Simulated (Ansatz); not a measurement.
## Band-structure calculation of Y

System: Y (P6₃/mmc, 2 atoms in the cell).
Method: DFT, PBE, all-electron LAPW, scalar-relativistic, no spin polarisation (Ansatz 0.2.0).

The structure derives from an entry of the Crystallography Open Database.

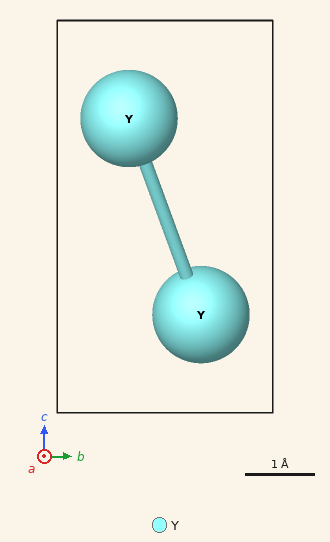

Fig. 1: The structure (ball-and-stick view of the cell of the calculation, along the a axis). Near neighbours in the crystal (not all of them lie inside the picture): Y has 12 Y at 3.56 to 3.65 Å.

**The input**
```yaml
crystal:
  lattice:
    - [3.6514992371, 0.0, 0.0]
    - [-1.8257496185, 3.1622911012, 0.0]
    - [0.0, 0.0, 5.7474]
  atoms:
    - { symbol: "Y", position: [0.3333333333, 0.6666666667, 0.25] }
    - { symbol: "Y", position: [0.6666666667, 0.3333333333, 0.75] }
kpoints:
  mp_grid: { grid: [12, 12, 7] }
  band_path:
    path:
      - [0.0, 0.0, 0.0]
      - [0.5, 0.0, 0.0]
      - [0.3333333333, 0.3333333333, 0.0]
      - [0.0, 0.0, 0.0]
      - [0.0, 0.0, 0.5]
      - [0.5, 0.0, 0.5]
      - [0.3333333333, 0.3333333333, 0.5]
      - [0.0, 0.0, 0.5]
      - [0.5, 0.0, 0.5]
    npoints: 14
scf:
  occupations: { method: fermi_dirac, width: 0.08 }
hamiltonian:
  xc: pbe
  pseudopotentials: { kind: all_electron, lapw: { basis_error: 0.00025 } }
output:
  forces: true
  stress: true
  eigenvalues: true
  populations: true
  dos: { projected: true, de: 0.2, e_range: [-14, 8] }
```

Machine: 1 thread of Arm Neoverse V2, 24 GiB of memory available, shared host.

Launch command:
```bash
ansatz run input.yaml --threads 1 --pin off --max-ram 2048MiB --backend cpu --events-out ev --progress --plain --runs-dir out
```

**What the program printed**
```
Y: projections on atomic orbitals take those of the free atom 1s2 2s2 2p6 3s2 3p6 3d10 4s2 4p6 4d1 5s2, of charge +0.00 (hamiltonian.pseudopotentials.projection_atoms)
LAPW: plane waves up to 6.351 Å⁻¹, error target 2.5e-4 eV per atom; small_component_spin mean_spin; Y in spheres of 1.782 Å, 21 of its electrons in bands, Dirac shells [] (how accurate: hamiltonian.pseudopotentials.lapw.basis_error, Limitations)
Engine: ansatz 0.2.0, aarch64-unknown-linux-gnu
Pseudopotentials: kind: all_electron
Pseudopotential: Y, LAPW, valence charge 21, lapw/all_electron/scalar/gaussian/Y, Koelling and Harmon's equation, gaussian nucleus
Functional definition: PBE
  parameter kappa = 0.804
  parameter beta = 0.06672455060314922
  exchange = pbe_x(kappa = kappa, mu = beta*pi^2/3)
  correlation = pbe_c(beta = beta)
Crystal: 2 atoms, lattice volume = 66.366 Å³
Basis set: ecut = 153.65681856814055 eV, 299 PW (Γ), exchange–correlation at level 2
Bands: 26, of which v1, the nominal top of the filled ones, is band 21 counted from 1 (20 counted from 0)
Symmetry: 24 space group operations
Space group: P63/mmc (ITA 194), of the structure as read, at distance tolerance 4.0e-5 Å
k-points: 76 of 1008
Non-local potential: Y, projectors of the file, none
Initial density: superposition of atomic densities (chi_scale 0.1, normalization cell)
Initial wavefunctions: plane waves of lowest kinetic energy (no species holds an atomic orbital)
Functional: x = pbe(κ = 0.804, μ = 0.2195149727645171), c = pbe(β = 0.06672455060314922)
iter 1 solved again at ethr=1.52e-4 eV; its pass at ethr=1.00e-1 eV (dr2=6.37e-2 eV) is discarded
SCF iter   1: F=—  HF=-184238.713394 eV  |F-HF|=—  |Δ(HF+E_count)|=         —  Δρ=9.28e-3  dr2=6.44e-2  ethr=1.52e-4  ⟨swp⟩=3.1  Hψ=12423  notcnv=0
preconditioner: auto → Kerker (q_TF=auto, 2.528 Å⁻¹)  [metal: Δε(μ)=0.010 eV  Ē_g=2.984 eV  σ=0.080 eV  W_gap=0.03  n_scr=22 (ndim 8)  ℏωp=11.2 eV  f_vac=0.000  D(μ)=3.99/eV (n_scr^D=36)]
SCF iter   2: F=—  HF=-184238.672531 eV  |F-HF|=—  |Δ(HF+E_count)|=   4.09e-2  Δρ=6.01e-3  dr2=2.98e-2  ethr=1.52e-4  ⟨swp⟩=2.0  Hψ=6236  notcnv=0
SCF iter   3: F=—  HF=-184238.672047 eV  |F-HF|=—  |Δ(HF+E_count)|=   4.84e-4  Δρ=3.12e-3  dr2=9.15e-3  ethr=7.10e-5  ⟨swp⟩=2.0  Hψ=6227  notcnv=0
SCF iter   4: F=—  HF=-184238.673000 eV  |F-HF|=—  |Δ(HF+E_count)|=         —  Δρ=1.04e-3  dr2=1.20e-3  ethr=2.18e-5  ⟨swp⟩=2.0  Hψ=6223  notcnv=0
the basis was enlarged: its passes take 1.2 MiB over the memory plan, 1 of 1 planned eigensolver slots
iter 5 solved again at ethr=2.16e-7 eV; its pass at ethr=2.85e-6 eV (dr2=9.08e-5 eV) is discarded
SCF iter   5: F=—  HF=-184238.673056 eV  |F-HF|=—  |Δ(HF+E_count)|=   5.57e-5  Δρ=2.96e-4  dr2=9.08e-5  ethr=2.16e-7  ⟨swp⟩=2.0  Hψ=10326  notcnv=0
SCF iter   6: F=—  HF=-184238.673053 eV  |F-HF|=—  |Δ(HF+E_count)|=   2.30e-6  Δρ=1.15e-4  dr2=1.19e-5  ethr=2.16e-7  ⟨swp⟩=2.0  Hψ=6227  notcnv=0
SCF iter   7: F=—  HF=-184238.673054 eV  |F-HF|=—  |Δ(HF+E_count)|=   3.86e-7  Δρ=1.51e-5  dr2=2.07e-7  ethr=2.82e-8  ⟨swp⟩=2.0  Hψ=6227  notcnv=0
SCF iter   8: F=-184238.673054 eV  HF=-184238.673054 eV  |F-HF|=1.89e-9  |Δ(HF+E_count)|=   2.65e-8  Δρ=4.83e-6  dr2=2.20e-8  ethr=4.94e-10  ⟨swp⟩=2.9  Hψ=6330  notcnv=0
SCF 1 converged in 8 iterations: F = -184238.673054 eV  dr2 = 2.20e-8
NSCF: frozen V_eff on 113 k-points
SCF converged after 8 iterations
Free energy (F): -184238.673054 eV
Harris-Foulkes:  -184238.673054 eV  (|F-HF|=1.89e-9)
Internal energy: -184238.589929 eV  (E = F + TS)
E sigma→0 (E₀):  -184238.631492 eV
Entropy (-TS):   -0.083125 eV (-41.562 meV/atom)
Fermi energy:    10.664653 eV
--- Per-component energies (eV) ---
  E_band       = -2915.441028
  E_kinetic    = 189999.348275
  E_xc         = -5969.182127
  E_electrostatic = -368268.756077  (all electrons and nuclei)
  E_smearing   = -0.083125  (= −TS)
  E_closure    = 0.000000  (closes the sum)
  E_atoms      = -184229.463799  (free atoms, spherical and without spin; not in F)
  Σ components = -184238.673054   (vs F -184238.673054, Δ=0.00e0)
  Basis errors (estimates in eV, not in F): energy 3.5e-5 per atom: plane waves 2.4e-5 (1.3e-5 summed), levels above the bands 3.0e-17, relativity 1.3e-8, radial functions 1.1e-5, core shells 7.5e-8; eigenvalues (radial functions only) 3.0e-7; not estimated: angular momenta, meshes, grids; target (lapw.basis_error) 2.5e-4; muffin-tin radii Y 1.782 Å
--- Forces (eV/Å), atoms counted from 1 ---
  atom   1  Y      0.00000000     0.00000000     0.00000000
  atom   2  Y     -0.00000000     0.00000000    -0.00000000
  max |Σ_I F_I| component: 1.85e-17 eV/Å
--- Stress (GPa, compression-positive) ---
       -0.127576       0.000000       0.000000
        0.000000      -0.127576      -0.000000
        0.000000      -0.000000      -0.665439
  P = ⅓ Tr σ = -0.3069 GPa (-3.069 kbar)
--- Band table (eV; the first three rows and the last of 76) ---
  k-point 0: bands = ["-135.0346", "-135.0346", "-135.0345", "-135.0345", "-135.0345", "-135.0345", "-135.0289", "-135.0289", "-135.0289", "-135.0289", "-32.0133", "-31.9436", "-12.2885", "-11.8274", "-11.8274", "-11.7423", "-11.7423", "-11.7149", "6.0311", "8.8302", "11.4934", "12.4130", "12.4130", "12.6818", "13.0041", "13.0041"]
  k-point 1: bands = ["-135.0346", "-135.0346", "-135.0345", "-135.0345", "-135.0345", "-135.0345", "-135.0289", "-135.0289", "-135.0289", "-135.0289", "-32.0099", "-31.9471", "-12.2615", "-11.8232", "-11.8232", "-11.7465", "-11.7465", "-11.7449", "6.1620", "8.7274", "11.3898", "12.3427", "12.3427", "12.5540", "12.8943", "12.8943"]
  k-point 2: bands = ["-135.0346", "-135.0346", "-135.0345", "-135.0345", "-135.0345", "-135.0345", "-135.0289", "-135.0289", "-135.0289", "-135.0289", "-32.0003", "-31.9568", "-12.1853", "-11.8280", "-11.8115", "-11.8115", "-11.7584", "-11.7584", "6.5384", "8.3696", "11.2914", "12.2172", "12.2609", "12.2609", "12.6543", "12.6543"]
  k-point 75: bands = ["-135.0346", "-135.0346", "-135.0345", "-135.0345", "-135.0345", "-135.0345", "-135.0289", "-135.0289", "-135.0289", "-135.0289", "-31.9401", "-31.9401", "-12.1649", "-12.1649", "-12.0554", "-12.0142", "-11.8167", "-11.8167", "10.2605", "10.2829", "10.2829", "10.3012", "11.0980", "11.0980", "13.1953", "13.6372"]
--- Löwdin populations: 2 sites ---
  site symbol       q [e]
     0      Y     38.9346
     1      Y     38.9346
  spilling = 0.001677 (of n_electrons = 78.000000)
```

**File dos.tsv**
```
# E-E_F[eV]	g_bin_mean(E)[states/eV]	N(E)
# format = ansatz-dos/2
# fermi_ev = 10.664653
# fermi_mp_grid = 12 12 7
# fermi_mp_shift = 0 0 0
# tetrahedron_fermi_ev = 10.658067
# g_bin_mean(E): the states in a bin one row spacing wide, centred on E, divided by that spacing. States that the method places at a single energy (under output.dos.method: tetrahedron, those of a tetrahedron whose four corners have one energy) are counted whole in the row whose bin holds that energy (on the edge of two bins, in the lower row). The sum of g_bin_mean over a run of rows, times the row spacing, is the number of states from half a spacing under the first of them to half a spacing over the last (a plain sum, not the trapezoid rule).
-14.000000	0.000000e0	3.600000e1
-13.800000	0.000000e0	3.600000e1
-13.600000	0.000000e0	3.600000e1
-13.400000	0.000000e0	3.600000e1
-13.200000	0.000000e0	3.600000e1
-13.000000	0.000000e0	3.600000e1
-12.800000	0.000000e0	3.600000e1
-12.600000	0.000000e0	3.600000e1
-12.400000	0.000000e0	3.600000e1
-12.200000	0.000000e0	3.600000e1
-12.000000	0.000000e0	3.600000e1
-11.800000	0.000000e0	3.600000e1
-11.600000	0.000000e0	3.600000e1
-11.400000	0.000000e0	3.600000e1
-11.200000	0.000000e0	3.600000e1
-11.000000	0.000000e0	3.600000e1
-10.800000	0.000000e0	3.600000e1
-10.600000	0.000000e0	3.600000e1
-10.400000	0.000000e0	3.600000e1
-10.200000	0.000000e0	3.600000e1
-10.000000	0.000000e0	3.600000e1
-9.800000	0.000000e0	3.600000e1
-9.600000	0.000000e0	3.600000e1
-9.400000	0.000000e0	3.600000e1
-9.200000	0.000000e0	3.600000e1
-9.000000	0.000000e0	3.600000e1
-8.800000	0.000000e0	3.600000e1
-8.600000	0.000000e0	3.600000e1
-8.400000	0.000000e0	3.600000e1
-8.200000	0.000000e0	3.600000e1
-8.000000	0.000000e0	3.600000e1
-7.800000	0.000000e0	3.600000e1
-7.600000	0.000000e0	3.600000e1
-7.400000	0.000000e0	3.600000e1
-7.200000	0.000000e0	3.600000e1
-7.000000	0.000000e0	3.600000e1
-6.800000	0.000000e0	3.600000e1
-6.600000	0.000000e0	3.600000e1
-6.400000	0.000000e0	3.600000e1
-6.200000	0.000000e0	3.600000e1
-6.000000	0.000000e0	3.600000e1
-5.800000	0.000000e0	3.600000e1
-5.600000	0.000000e0	3.600000e1
-5.400000	0.000000e0	3.600000e1
-5.200000	0.000000e0	3.600000e1
-5.000000	0.000000e0	3.600000e1
-4.800000	0.000000e0	3.600000e1
-4.600000	1.725668e-2	3.600005e1
-4.400000	1.189603e-1	3.601421e1
-4.200000	1.819709e-1	3.604363e1
-4.000000	2.334206e-1	3.608597e1
-3.800000	2.829562e-1	3.613729e1
-3.600000	3.412314e-1	3.619921e1
-3.400000	4.238017e-1	3.627752e1
-3.200000	4.487259e-1	3.636404e1
-3.000000	4.761101e-1	3.645646e1
-2.800000	5.699934e-1	3.655849e1
-2.600000	6.699645e-1	3.668313e1
-2.400000	7.785912e-1	3.682786e1
-2.200000	9.322456e-1	3.699658e1
-2.000000	1.205409e0	3.720676e1
-1.800000	1.825866e0	3.749305e1
-1.600000	1.860078e0	3.789186e1
-1.400000	1.911085e0	3.827262e1
-1.200000	2.057743e0	3.864718e1
-1.000000	2.345809e0	3.910644e1
-0.800000	2.301603e0	3.956676e1
-0.600000	2.514908e0	4.007901e1
-0.400000	2.650334e0	4.053488e1
-0.200000	3.633564e0	4.114604e1
0.000000	4.600585e0	4.203654e1
0.200000	3.649896e0	4.289893e1
0.400000	1.741499e0	4.338982e1
0.600000	1.662024e0	4.372289e1
0.800000	1.842037e0	4.405757e1
1.000000	3.516856e0	4.452763e1
1.200000	4.980684e0	4.545332e1
1.400000	4.627044e0	4.647461e1
1.600000	3.677939e0	4.729610e1
1.800000	3.343939e0	4.791352e1
2.000000	4.457276e0	4.871026e1
2.200000	3.215544e0	4.952514e1
2.400000	2.209253e0	5.003242e1
2.600000	8.045159e-1	5.034382e1
2.800000	1.078910e0	5.052062e1
3.000000	1.425328e0	5.078848e1
3.200000	1.030305e0	5.103409e1
3.400000	8.900460e-1	5.122010e1
3.600000	8.181217e-1	5.139048e1
3.800000	7.095101e-1	5.154559e1
4.000000	5.850233e-1	5.167325e1
4.200000	5.272046e-1	5.178234e1
4.400000	4.667408e-1	5.189178e1
4.600000	2.650696e-1	5.195623e1
4.800000	9.063408e-2	5.199484e1
5.000000	2.385056e-3	5.200000e1
5.200000	0.000000e0	5.200000e1
5.400000	0.000000e0	5.200000e1
5.600000	0.000000e0	5.200000e1
5.800000	0.000000e0	5.200000e1
6.000000	0.000000e0	5.200000e1
6.200000	0.000000e0	5.200000e1
6.400000	0.000000e0	5.200000e1
6.600000	0.000000e0	5.200000e1
6.800000	0.000000e0	5.200000e1
7.000000	0.000000e0	5.200000e1
7.200000	0.000000e0	5.200000e1
7.400000	0.000000e0	5.200000e1
7.600000	0.000000e0	5.200000e1
7.800000	0.000000e0	5.200000e1
8.000000	0.000000e0	5.200000e1
```

**File populations.tsv**
```
# site	symbol	l	j	q
# orbitals = lowdin
# n_electrons = 78.000000
# spilling = 0.001677
# projection_atom_Y: 1s2 2s2 2p6 3s2 3p6 3d10 4s2 4p6 4d1 5s2
0	Y	0_1S	-	1.999998
0	Y	0_2S	-	1.999888
0	Y	0_3S	-	1.997924
0	Y	0_4S	-	1.958708
0	Y	0_5S	-	0.869348
0	Y	1_2P	-	6.000000
0	Y	1_3P	-	5.999900
0	Y	1_4P	-	5.973741
0	Y	2_3D	-	9.999982
0	Y	2_4D	-	2.135115
1	Y	0_1S	-	1.999998
1	Y	0_2S	-	1.999888
1	Y	0_3S	-	1.997924
1	Y	0_4S	-	1.958708
1	Y	0_5S	-	0.869348
1	Y	1_2P	-	6.000000
1	Y	1_3P	-	5.999900
1	Y	1_4P	-	5.973741
1	Y	2_3D	-	9.999982
1	Y	2_4D	-	2.135115
```

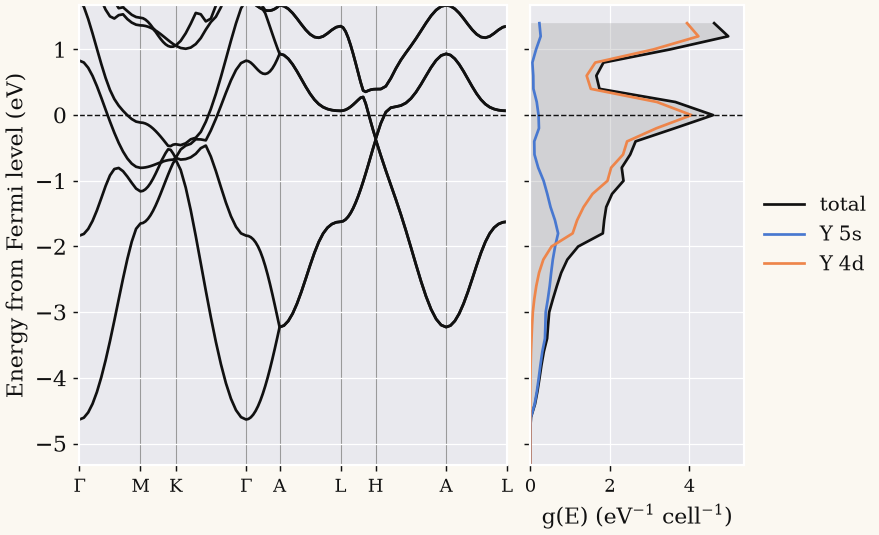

Fig. 2: Band structure along Γ–M–K–Γ–A–L–H–A–L and density of states (projected on atomic shells), with energies from the Fermi level. Bands cross the Fermi level: a metal at this level of theory.

**Results in brief**

```csv
quantity,value
outcome,converged
space group (tolerance 0.01 Å),P6₃/mmc (194)
electrons in bands (core shells apart),42
free energy,−184238.6731 eV
Fermi energy,10.665 eV
pressure,−0.31 GPa
electronic character,metal
largest force (length of the vector),under 0.001 eV/Å
wall time,19 s
peak memory,0.37 GiB
```
